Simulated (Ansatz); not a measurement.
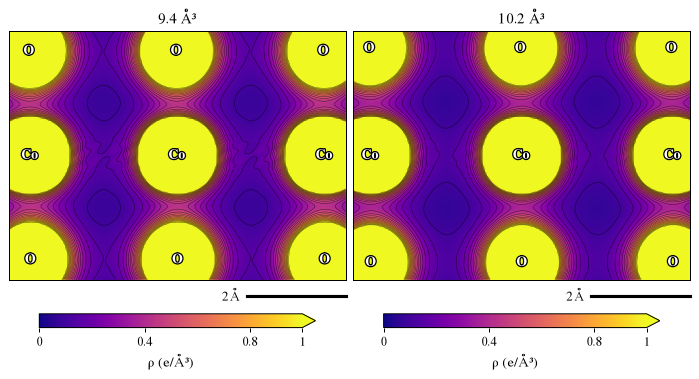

CoO. The valence charge density (pseudo) of cells scaled evenly to different volumes (given per atom above each panel), on the (101̄) plane of each (indices in the axes of the cell below), at one length scale and on one colour scale.

A structure from a database of computed crystals, not necessarily the ambient phase; spin-polarised.

Theory: Kohn-Sham DFT of a periodic cell, PBE, Ansatz PAW in Ansatz.

In a PAW calculation such maps are meaningful between the atoms, not at the nuclei.

The largest cell:

```
CELL_PARAMETERS angstrom
1.53500 0.88623 2.48778
-1.53500 0.88623 2.48778
0.00000 -1.77246 2.48778
ATOMIC_POSITIONS crystal
Co 0.00000 0.00000 0.00000
O 0.50000 0.50000 0.50000
```

| volume (Å³/atom) | Co–O contact in the plane (Å) | ρ at its midpoint (e/Å³) | pressure (GPa) | largest moment (μB) | 
| --- | --- | --- | --- | --- |
| 9.39 | 2.109 | 0.434 | 3.5 | 2.44 | 
| 9.96 | 2.152 | ? | ? | ? | 
| 10.15 | 2.165 | 0.384 | −9.1 | 2.54 | 

Q: Estimate the missing row, and compare with the calculation.

A: Over the known rows ln ρ falls by 2.19 per Å of Co–O distance (the line through the two), which gives 0.395 e/Å³ at 2.152 Å; the calculation gives 0.395 e/Å³. For the pressure, a straight line in volume between the neighbouring rows gives −6.0 GPa; the calculation gives −6.3, lower because pressure rises ever faster on compression. For the largest moment, a straight line in volume between the neighbouring rows gives 2.52 μB; the calculation gives 2.53.
